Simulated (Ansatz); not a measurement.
**Single-point calculation, with input and output: InSb**

The run: single-point calculation of InSb (slab, 8 atoms in the cell). Method and program: DFT r2SCAN, scalar-relativistic, plane waves, PAW, no spin polarisation (Ansatz 0.2.0).

The structure derives from an entry of the Crystallography Open Database. It belongs to a series of runs on one base structure; here: repeats removed: 1. Figures and captions count atoms from 1; the log counts them from 0 in places.

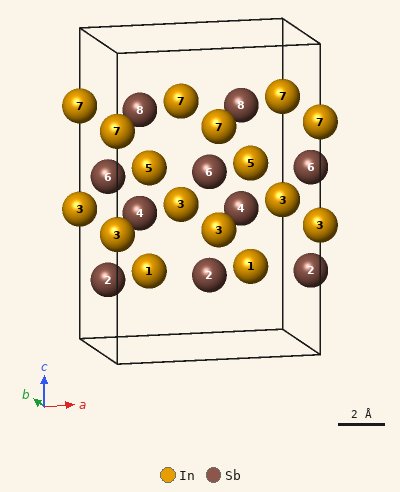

**Figure 1.** The input geometry (spheres-only view of the 2 × 1 repeat of the cell, with the vacuum cut short, seen slightly off an axis; atoms are numbered from 1 in the order of the input). An atom can appear more than once, as a periodic image.

**Results in brief**

| quantity | value |
| --- | --- |
| outcome | converged |
| electrons treated | 112 |
| free energy | −48442.9185 eV |
| work function, top face | 4.34 eV |
| work function, bottom face | 4.34 eV |
| Fermi energy | 0.400 eV |
| gap on the k-point mesh | 0.55 eV |
| work function (upper face) | 4.34 eV |
| largest force (length of the vector) | 1.075 eV/Å |
| hardware | 2 threads of AMD EPYC (Zen 5), 32 GiB of memory available, shared host |
| wall time | 47 s (CPU time 92 s) |
| peak memory | 2.2 GiB |

**Notes**

Warnings of the run: the exchange-correlation potential is rough where the density is thin.

**The input**
```yaml
crystal:
  lattice:
    - [4.6351943571, 0.0, 0.0]
    - [0.0, 6.555154724, 0.0]
    - [0.0, 0.0, 21.9527915356]
  atoms:
    - { symbol: In, position: [0.5, 0.5, 0.3416422002] }
    - { symbol: Sb, position: [0.0, 0.25, 0.3416422002] }
    - { symbol: In, position: [0.0, 0.0, 0.4472140667] }
    - { symbol: Sb, position: [0.5, 0.75, 0.4472140667] }
    - { symbol: In, position: [0.5, 0.5, 0.5527859333] }
    - { symbol: Sb, position: [0.0, 0.25, 0.5527859333] }
    - { symbol: In, position: [0.0, 0.0, 0.6583577998] }
    - { symbol: Sb, position: [0.5, 0.75, 0.6583577998] }
basis:
  ecutwfc: 500
kpoints:
  mp_grid: { grid: [8, 6, 1] }
hamiltonian:
  xc: r2scan
scf:
  occupations: { method: gaussian, width: 0.1 }
output:
  forces: true
  stress: true
  eigenvalues: true
  write_density: true
  write_potential: true
  elf: true
  volumetric_format: npy
efield:
  axis: 3
  dipole_correction: true
  ramp_width: 0.04
```

Run as:
```bash
ansatz run input.yaml --threads 2 --pin off --max-ram 5120MiB --backend cpu --events-out ev --progress --plain --runs-dir out
```

**Output**
```
Engine: ansatz 0.2.0, x86_64-unknown-linux-gnu
Pseudopotentials: kind: paw
Pseudopotential: In, paw, valence charge 13, recommended cutoff 500 eV (meta_gga), In.paw.azcp
Pseudopotential: Sb, paw, valence charge 15, recommended cutoff 500 eV (meta_gga), Sb.paw.azcp
Functional definition: r2SCAN
  parameter k0 = 0.174
  parameter k1 = 0.065
  parameter a1 = 4.9479
  exchange = r2scan_x(k0 = k0, k1 = k1, a1 = a1)
  correlation = r2scan_c
Crystal: 8 atoms, lattice volume = 667.023 Å³
Basis set: ecut = 500 eV, 16967 PW (Γ), exchange–correlation on 144×192×648 points (64 copies of the dense FFT grid, shifted against one another)
Bands: 68, of which v1, the nominal top of the filled ones, is band 56 counted from 1 (55 counted from 0)
Symmetry: 2 space group operations
k-points: 20 of 48 (time reversal used)
Non-local potential: In, projectors of the file, l = 0: 2, l = 1: 2, l = 2: 2, l = 3: 2
Non-local potential: Sb, projectors of the file, l = 0: 2, l = 1: 2, l = 2: 2, l = 3: 2
PAW form: soft (Blöchl's): semilocal exchange-correlation on the pseudo side does not see the compensation charge
PAW frozen core: In, regenerated for the run's functional (the file was generated under x = pbe(κ = 0.804, μ = 0.2195149727645171), c = pbe(β = 0.06672455060314922))
PAW frozen core: Sb, regenerated for the run's functional (the file was generated under x = pbe(κ = 0.804, μ = 0.2195149727645171), c = pbe(β = 0.06672455060314922))
PAW one-centre angular grid: In, 590 points (default); XC on 289 of its mesh's 2783 points in the sphere
PAW one-centre angular grid: Sb, 590 points (default); XC on 160 Gauss nodes
Initial density: superposition of atomic densities (neutral atoms: chi_scale 0, normalization atom), corrected by the library's trained network
Initial wavefunctions: pseudopotential atomic-orbital guess
Functional: x = r2scan, c = r2scan; τ floored in thin density (d = 2e-4 eV/Å³)
SCF iter   1: F=—  HF=-48442.901918 eV  |F-HF|=—  |Δ(HF+E_count)|=         —  Δρ=4.16e-3  dr2=1.25e-1  dr2_τ=1.97e-2  ethr=1.77e-3  p=0.000 e·Å  D=6.84e-14 V/Å  ΔV_dip=-0.00 eV  dr2_dipole=9.68e-10  V_vac-E_F(+/−)=4.41/4.41 eV  ⟨swp⟩=8.9  Hψ=6246  notcnv=0  defer=11
efield: sawtooth ramp at fractional position 0.9800 (placed from the atoms, in the widest stretch of the axis that holds none; the zero of the levels goes with the place), width 0.0400; the density the first Hamiltonian is built on has a dipole p = 0.000 e·Å; the dipole correction subtracts the counter field D = 6.84e-14 V/Å, which shifts the + side's vacuum level by -0.00 eV against the − side's; the planar-averaged density in the ramp window peaks in size at 3.3e-6 e/Å³
preconditioner: auto → Resta (q_TF=auto, 2.026 Å⁻¹)  ε∞=1.8  [insulator: Δε(μ)=0.580 eV  Ē_g=13.524 eV  σ=0.100 eV  W_gap=1.00  n_scr=108 (ndim 8)  ℏωp=12.2 eV  f_vac=0.543  D(μ)=0.00/eV (n_scr^D=0)  ε∞_Penn≈1.8  vacuum switching on, ρ_ref=1.3e-2 e/Å³]
SCF iter   2: F=—  HF=-48442.914030 eV  |F-HF|=—  |Δ(HF+E_count)|=   1.21e-2  Δρ=1.54e-3  dr2=1.55e-2  dr2_τ=6.66e-4  ethr=1.12e-4  p=0.000 e·Å  D=7.84e-6 V/Å  ΔV_dip=-0.00 eV  dr2_dipole=2.68e-8  V_vac-E_F(+/−)=4.40/4.40 eV  ⟨swp⟩=2.6  Hψ=2662  notcnv=0  defer=100
SCF iter   3: F=—  HF=-48442.917030 eV  |F-HF|=—  |Δ(HF+E_count)|=   3.00e-3  Δρ=7.41e-4  dr2=5.90e-3  dr2_τ=8.03e-5  ethr=1.39e-5  p=-0.000 e·Å  D=-3.19e-5 V/Å  ΔV_dip=0.00 eV  dr2_dipole=6.84e-7  V_vac-E_F(+/−)=4.35/4.35 eV  ⟨swp⟩=3.0  Hψ=2157  notcnv=0  defer=100
SCF iter   4: F=—  HF=-48442.918419 eV  |F-HF|=—  |Δ(HF+E_count)|=   1.39e-3  Δρ=3.02e-4  dr2=2.98e-3  dr2_τ=1.81e-5  ethr=5.26e-6  p=0.001 e·Å  D=1.97e-4 V/Å  ΔV_dip=-0.00 eV  dr2_dipole=2.76e-5  V_vac-E_F(+/−)=4.37/4.37 eV  ⟨swp⟩=2.0  Hψ=1458  notcnv=0  defer=100
SCF iter   5: F=—  HF=-48442.918306 eV  |F-HF|=—  |Δ(HF+E_count)|=   1.13e-4  Δρ=1.13e-4  dr2=6.43e-4  dr2_τ=3.33e-6  ethr=2.66e-6  p=-0.002 e·Å  D=-6.69e-4 V/Å  ΔV_dip=0.01 eV  dr2_dipole=3.18e-4  V_vac-E_F(+/−)=4.35/4.33 eV  ⟨swp⟩=2.0  Hψ=1428  notcnv=0  defer=100
SCF iter   6: F=—  HF=-48442.918541 eV  |F-HF|=—  |Δ(HF+E_count)|=   2.34e-4  Δρ=1.32e-4  dr2=2.92e-3  dr2_τ=2.61e-6  ethr=5.74e-7  p=0.006 e·Å  D=1.59e-3 V/Å  ΔV_dip=-0.03 eV  dr2_dipole=1.80e-3  V_vac-E_F(+/−)=4.32/4.36 eV  ⟨swp⟩=2.0  Hψ=1419  notcnv=0  defer=100  recentre
SCF iter   7: F=—  HF=-48442.918319 eV  |F-HF|=—  |Δ(HF+E_count)|=   2.21e-4  Δρ=4.11e-5  dr2=1.57e-5  dr2_τ=2.54e-7  ethr=5.74e-7  p=-0.000 e·Å  D=-7.09e-5 V/Å  ΔV_dip=0.00 eV  dr2_dipole=3.49e-6  V_vac-E_F(+/−)=4.34/4.34 eV  ⟨swp⟩=2.0  Hψ=1398  notcnv=0  defer=100
SCF iter   8: F=—  HF=-48442.918511 eV  |F-HF|=—  |Δ(HF+E_count)|=   1.91e-4  Δρ=9.04e-6  dr2=1.01e-6  dr2_τ=1.90e-8  ethr=1.40e-8  p=-0.000 e·Å  D=-2.87e-6 V/Å  ΔV_dip=0.00 eV  dr2_dipole=1.52e-8  V_vac-E_F(+/−)=4.34/4.34 eV  ⟨swp⟩=2.4  Hψ=2246  notcnv=0  defer=100
SCF iter   9: F=—  HF=-48442.918512 eV  |F-HF|=—  |Δ(HF+E_count)|=   1.06e-6  Δρ=3.67e-6  dr2=1.03e-7  dr2_τ=2.37e-9  ethr=9.02e-10  p=-0.000 e·Å  D=-1.72e-6 V/Å  ΔV_dip=0.00 eV  dr2_dipole=4.41e-10  V_vac-E_F(+/−)=4.34/4.34 eV  ⟨swp⟩=2.8  Hψ=2770  notcnv=0  defer=100
SCF iter  10: F=-48442.918512 eV  HF=-48442.918512 eV  |F-HF|=7.42e-10  |Δ(HF+E_count)|=   1.49e-7  Δρ=8.19e-7  dr2=8.21e-9  dr2_τ=4.71e-10  ethr=8.93e-11  p=0.000 e·Å  D=1.50e-6 V/Å  ΔV_dip=-0.00 eV  dr2_dipole=4.35e-10  V_vac-E_F(+/−)=4.34/4.34 eV  ⟨swp⟩=21.0  Hψ=11323  notcnv=0
SCF 1 converged in 10 iterations: F = -48442.918512 eV  dr2 = 8.21e-9
  greatest PAW one-centre occupation: 0.993 electrons in one spin orbital (limit 2), on the Sb atom at site 1 (counted from 0), in its partial waves of l = 2
```

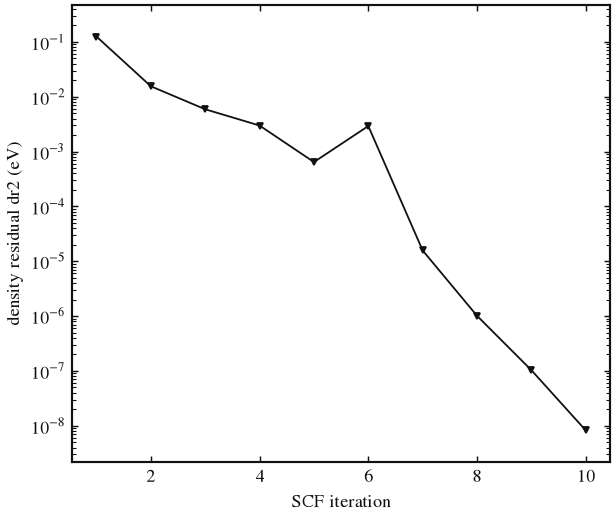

**Figure 2.** Convergence of the self-consistent field: density residual dr2 against the SCF iteration. The residual comes down, with one marked jump up, by a factor of about 5, at step 6.

```
WARN: The output density's exchange-correlation potential varies sharply where the density is thin. Do not read a vacuum level from v_tot or v_xc, or from such a field of the output density. On a cell that repeats whose density bears no net charge and no dipole along the vacuum's axis use v_es (v_loc + v_h of the components); under efield.dipole_correction with no amplitude use v_es + v_field, which holds any external_charges[].barrier, or the levels of the report's work_function block, which leave it out; under a non-zero efield.amplitude the vacuum is tilted and has no level; on a cell that repeats and bears such a dipole with no correction it is tilted too, and efield.dipole_correction with no amplitude gives each side of its ramp a level where efield: is served; in a cell that repeats whose density bears a net charge (total_charge, or a fill off its count) it is curved and has none; of a slab under crystal.periodic whose density bears no net charge use v_es, which has a level on each side, short of where the two are joined; of another it falls or rises all the way out and has none; of a slab beside external_charges read slab_vacuum_level instead, which it has where they leave it neutral. The grid or the basis barely resolves most such structure, and the values can differ between equally converged runs; as a rule a tighter scf.convergence.dr2_threshold does not remove it. Where the density itself ripples (under the LDA too) a higher basis.ecutwfc lessens it. The files hold the spikes' plane waves up to the density's cutoff. Files: v_tot_of_output_density and the like, and their columns of v_z.tsv (output.write_potential); v_xc_of_output_density and the like, and their columns of v_comp_z.tsv (output.write_potential_components). Measured: with its Gaussian average of σ = 0.25 Å subtracted twice, the exchange-correlation potential is over 0.1 eV at 4984 of the grid points where the equally averaged density (valence and model cores) is under 1e-3 e/Å³, and 1.00 eV at the most among them, at an averaged density of 9.9e-4 e/Å³. The input density's (outcome.potential() and, of a run that writes arrays, v_tot and v_xc) is over 0.1 eV, so measured, at 2940 points of its own thin density, 1.01 eV at the most. See output.write_potential in the manual, Limitations
SCF converged after 10 iterations
Free energy (F): -48442.918512 eV
Harris-Foulkes:  -48442.918512 eV  (|F-HF|=7.42e-10)
Internal energy: -48442.918509 eV  (E = F + TS)
E sigma→0 (E₀):  -48442.918511 eV
Entropy (-TS):   -0.000003 eV (-0.000 meV/atom)
Fermi energy:    0.400415 eV
Dipole field:    D = -0.000014 V/Å  (p = -0.000051 e·Å, saw-weighted, corrected)
Work function:   Φ+ = 4.3379 eV   Φ− = 4.3376 eV
Levels:          The Fermi level and band energies are counted from a zero that moves with the ramp; work functions are not
--- Per-component energies (eV) ---
  E_band       = -1877.267593
  E_kinetic    = 1790.084760
  E_local      = -60293.650751  (includes V_loc(G=0)·N_el)
  E_nonlocal   = 2922.996153
  E_hartree    = 28877.988827
  E_xc         = -1308.236532
  E_vxc        = -832.222038  (∫ρ·V_xc dr)
  E_paw        = -35145.049566  (= ΣΔE_a)
  E_vpaw       = -3278.844249  (= ΣTr[D̂ρ^β])
  E_aug_tail   = 0.000028  (compensation charges beyond the density's cutoff)
  E_vtau       = 58.393313  (kinetic-family band-sum trace: ∫τ·v_τ [+ j·A + Jᵃ·Aᵃ] dr)
  E_efield     = 0.000000  (sawtooth field / dipole correction)
  E_vefield    = 0.000000  (∫n·V_field dr)
  E_ewald      = 14707.062240
  E_core_change = 5.886331  (= ΣΔE_core)
  E_smearing   = -0.000003  (= −TS)
  E_closure    = -0.000000  (closes the sum)
  Σ components = -48442.918512   (vs F -48442.918512, Δ=0.00e0)
--- Forces (eV/Å), atoms counted from 1 ---
  atom   1  In     0.00000000    -0.58896889     0.89987684
  atom   2  Sb     0.00000000     0.04680180    -0.88389175
  atom   3  In     0.00000000     0.06739694    -0.00093553
  atom   4  Sb     0.00000000     0.47476861    -0.40006829
  atom   5  In     0.00000000     0.06739011     0.00093215
  atom   6  Sb     0.00000000     0.47477089     0.40006998
  atom   7  In     0.00000000    -0.58895913    -0.89988010
  atom   8  Sb     0.00000000     0.04681063     0.88389829
  max |Σ_I F_I| component: 1.10e-5 eV/Å
--- Stress (GPa, compression-positive) ---
       -0.372622       0.000000       0.000000
        0.000000      -0.327312      -0.000002
        0.000000      -0.000002       0.196523
  P = ⅓ Tr σ = -0.1678 GPa (-1.678 kbar)
--- Band table (eV; the first three rows and the last of 20) ---
  k-point 0: bands = ["-29.0811", "-29.0802", "-29.0747", "-29.0737", "-29.0643", "-29.0640", "-29.0579", "-29.0578", "-29.0470", "-29.0467", "-28.6833", "-28.6833", "-28.6775", "-28.6775", "-28.5848", "-28.5848", "-28.5711", "-28.5711", "-28.5467", "-28.5467", "-14.9947", "-14.9945", "-14.9936", "-14.9896", "-14.9367", "-14.9366", "-14.8971", "-14.8676", "-14.8604", "-14.8400", "-14.8379", "-14.8349", "-14.8328", "-14.8270", "-14.8108", "-14.7900", "-14.7647", "-14.7590", "-14.7585", "-14.7488", "-10.3717", "-9.5524", "-8.7277", "-8.5907", "-5.5186", "-4.8615", "-3.3716", "-2.4368", "-2.2069", "-1.7385", "-1.3886", "-1.0271", "-0.8905", "-0.2618", "-0.1981", "0.1395", "0.7269", "1.4994", "2.0798", "2.3762", "2.8356", "2.8556", "3.2501", "3.7685", "4.3801", "4.4785", "4.6471", "4.6780"]
  k-point 1: bands = ["-29.0810", "-29.0803", "-29.0746", "-29.0737", "-29.0643", "-29.0640", "-29.0579", "-29.0578", "-29.0469", "-29.0467", "-28.6833", "-28.6833", "-28.6775", "-28.6775", "-28.5848", "-28.5848", "-28.5711", "-28.5711", "-28.5467", "-28.5467", "-14.9954", "-14.9950", "-14.9920", "-14.9889", "-14.9367", "-14.9366", "-14.8950", "-14.8682", "-14.8586", "-14.8425", "-14.8372", "-14.8349", "-14.8341", "-14.8288", "-14.8104", "-14.7922", "-14.7637", "-14.7590", "-14.7577", "-14.7493", "-10.2936", "-9.5101", "-8.7754", "-8.7738", "-5.2700", "-4.9022", "-3.6772", "-2.1926", "-1.9506", "-1.8736", "-1.6518", "-0.9799", "-0.5591", "-0.3085", "-0.0649", "-0.0549", "0.8462", "1.1971", "2.1463", "2.2466", "2.6316", "2.7974", "3.4511", "4.0197", "4.2763", "4.4905", "4.6352", "4.7009"]
  k-point 2: bands = ["-29.0809", "-29.0804", "-29.0744", "-29.0739", "-29.0642", "-29.0640", "-29.0579", "-29.0579", "-29.0469", "-29.0468", "-28.6833", "-28.6833", "-28.6775", "-28.6775", "-28.5848", "-28.5848", "-28.5711", "-28.5711", "-28.5467", "-28.5467", "-14.9959", "-14.9958", "-14.9896", "-14.9879", "-14.9368", "-14.9367", "-14.8889", "-14.8717", "-14.8538", "-14.8465", "-14.8370", "-14.8358", "-14.8348", "-14.8336", "-14.8084", "-14.7977", "-14.7618", "-14.7592", "-14.7557", "-14.7507", "-10.0673", "-9.4513", "-9.1127", "-8.9095", "-4.9078", "-4.7699", "-4.0432", "-2.8046", "-1.6074", "-1.4008", "-1.3315", "-0.8632", "-0.4787", "-0.4388", "-0.2544", "0.0189", "0.7527", "0.8334", "2.0595", "2.2387", "2.5267", "2.7819", "3.7423", "3.8986", "4.6006", "4.6257", "4.6620", "4.9458"]
  k-point 19: bands = ["-29.0797", "-29.0797", "-29.0739", "-29.0739", "-29.0647", "-29.0647", "-29.0584", "-29.0584", "-29.0459", "-29.0459", "-28.6820", "-28.6820", "-28.6781", "-28.6781", "-28.5845", "-28.5845", "-28.5716", "-28.5716", "-28.5461", "-28.5461", "-14.9918", "-14.9918", "-14.9734", "-14.9734", "-14.9686", "-14.9686", "-14.8765", "-14.8765", "-14.8515", "-14.8515", "-14.8309", "-14.8309", "-14.8240", "-14.8239", "-14.8106", "-14.8106", "-14.7678", "-14.7677", "-14.7421", "-14.7420", "-9.1012", "-9.1012", "-8.3862", "-8.3862", "-5.3574", "-5.3574", "-5.1780", "-5.1780", "-2.2575", "-2.2575", "-1.9924", "-1.9924", "-1.0775", "-1.0775", "-0.4987", "-0.4987", "0.8303", "0.8303", "2.7941", "2.7941", "3.9216", "3.9216", "4.3679", "4.3679", "4.7020", "4.7020", "5.3958", "5.3958"]
```

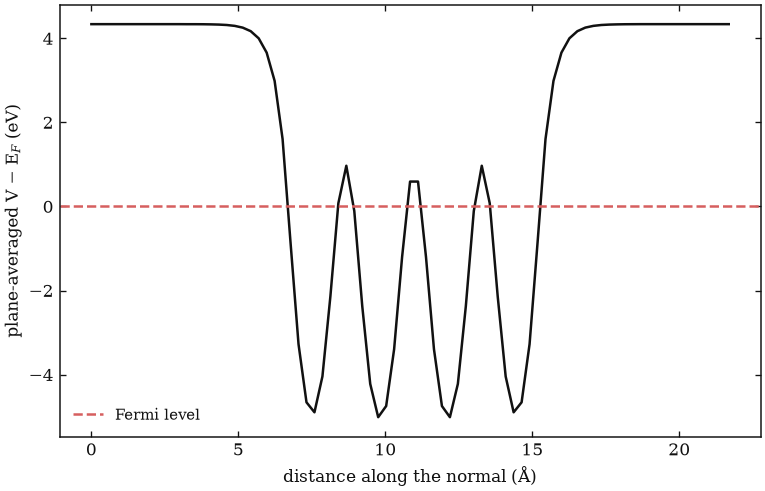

**Figure 3.** Plane average of the electrostatic potential energy of an electron across the cell, from the Fermi level. The vacuum level lies 4.34 eV above the Fermi level.

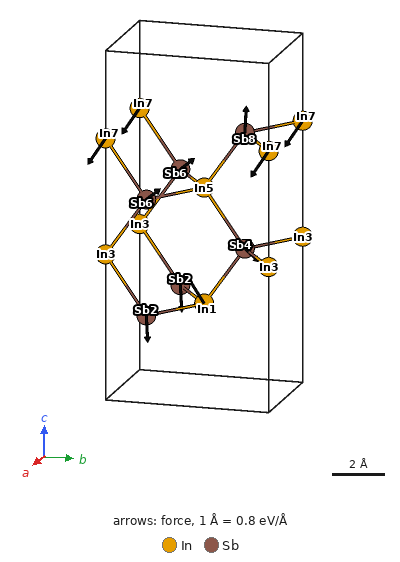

**Figure 4.** Forces on the atoms as black arrows (ball-and-stick view of the cell of the calculation, with the vacuum cut short, seen slightly off an axis; atoms are numbered from 1 in the order of the input); the smallest are left out. The largest act on In1, In7 (1.08 eV/Å); Sb2, Sb8 (0.89 eV/Å); Sb4, Sb6 (0.62 eV/Å). The geometry is not a stationary point of this energy.

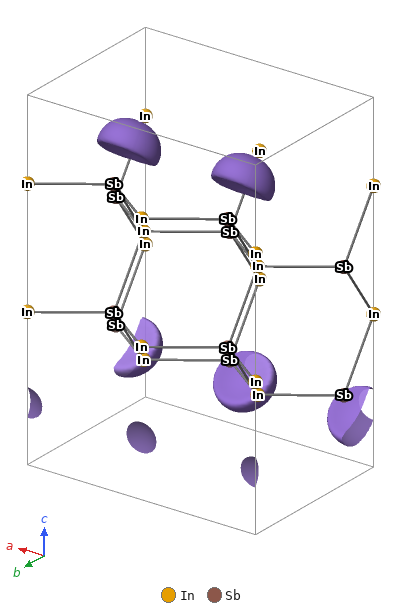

**Figure 5.** Isosurface of the electron localisation function at 0.75 (purple), seen at an oblique angle. Core shells and regions of very low density are left out. Sticks mark near contacts. Along the contacts the grid gives the following. In–Sb (2.84 Å): the ELF is about 0.60 at the midpoint. The fields are those of the smooth PAW valence density.

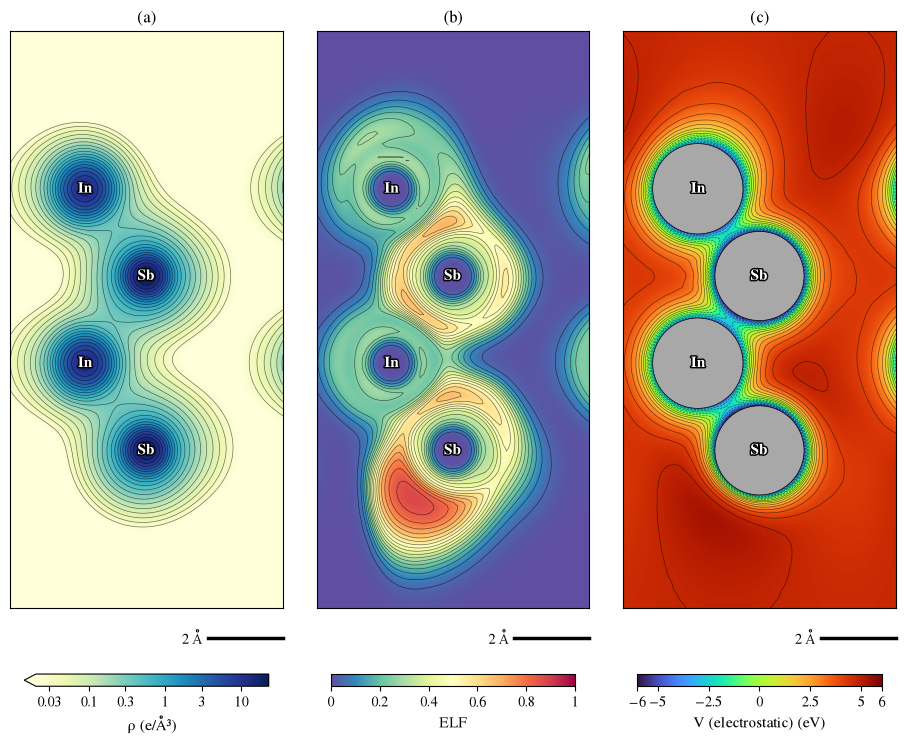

**Figure 6.** (a) valence pseudo-density; (b) ELF; (c) electrostatic potential energy of an electron on the (100) plane of the calculation cell, a cut from vacuum to vacuum. Grey discs, where drawn, cover atomic cores. The section cuts through Sb and In sites. In–Sb (2.84 Å): the density is about 0.33 e/Å³ at the midpoint; the ELF is about 0.60 at the midpoint. The density dies away to nearly zero in the vacuum.
